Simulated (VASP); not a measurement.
This input was run:

POSCAR:
```
CsI
1.0
    4.5667000000      0.0000000000      0.0000000000
    0.0000000000      4.5667000000      0.0000000000
    0.0000000000      0.0000000000      4.5667000000
Cs I
1 1
Direct
    0.0000000000      0.0000000000      0.0000000000
    0.5000000000      0.5000000000      0.5000000000
```

INCAR.step1:
```
  ALGO = Normal
  EDIFF = 1E-7
  ENCUT = 520
  GGA = PE
  ISIF = 2
  ISMEAR = -1
  LASPH = True
  LCHARG = True
  LREAL = False
  LWAVE = False
  NBANDS = 15
  NELM = 100
  PREC = Accurate
  SIGMA = 0.01
```

KPOINTS.step1:
```
k-points
0
Gamma
  7 7 7
```

INCAR.step2:
```
  ALGO = Normal
  EDIFF = 1E-7
  ENCUT = 520
  GGA = PE
  ICHARG = 11
  ISIF = 2
  ISMEAR = -5
  LASPH = True
  LCHARG = False
  LORBIT = 11
  LREAL = False
  LWAVE = False
  NEDOS = 1001
  NELM = 100
  PREC = Accurate
  SIGMA = 0.01
```

KPOINTS.step2:
```
k-points
0
Gamma
  11 11 11
```

System: CsCl-type CsI, space group Pm-3m, 2 atoms in the cell.

Computed with VASP: PBE, VASP PAW PBE potentials, release 64 (Cs_sv, I), no spin polarisation, no spin-orbit coupling, 7×7×7 k mesh in the self-consistent step, 520 eV cutoff, Fermi-Dirac smearing of 0.01 eV.

What will the density of states look like?

There is a gap; over the k points computed it is 3.89 eV. By projected weight, the top eV of the valence band is I p almost alone (inside the spheres). The tallest peak in the window is at −0.2 eV; by projected weight it is I p almost alone (inside the spheres).

The density of states was taken on a 11×11×11 mesh with the tetrahedron method. Spin-orbit coupling is left out, which matters for Cs and I. LDA, GGA and most meta-GGA functionals understate gaps.

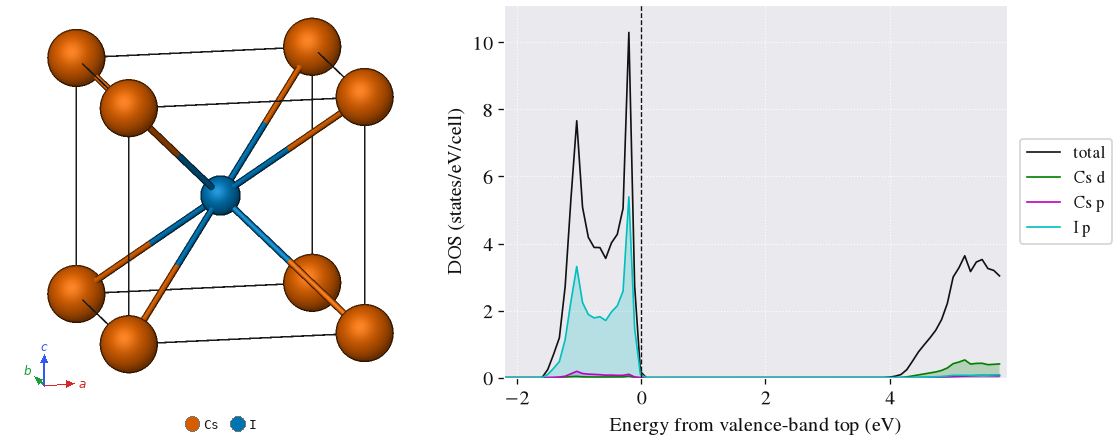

Density of states, beside the structure. Energies are counted from the top of the valence band. The partial curves are projected inside the PAW spheres; the rest of the total lies in parts that aren't drawn and between the spheres.
